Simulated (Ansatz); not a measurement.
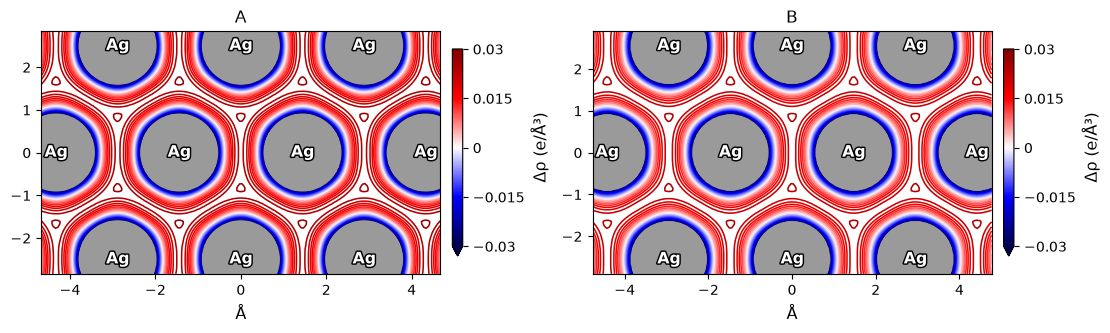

Ag: deformation density on the (001) plane of the conventional cell at two volumes, with the same fractional coordinates and one colour scale. Grey discs cover the cores. Panel A has 94 % of the volume of panel B.

Space group R-3m. This isn't the usual form at ambient conditions. The cell comes from a database of computed structures, not from a measurement.

Method: Ansatz, DFT PBE, scalar-relativistic, plane waves, PAW.

Question: What changes between the database cell and the scaled one?

Answer: From B to A, Ag–Ag goes from 2.94 to 2.88 Å, and Δρ at its midpoint from +0.02 to +0.03 e/Å³. The pressure is −1.0 GPa in B and 5.3 GPa in A. The rearranged charge is 0.20 e an atom in B and 0.21 e in A.

Run times: 2.5 min (base cell) and 2.4 min (scaled cell), on 1 thread of Arm Neoverse N1, with other jobs on the host.
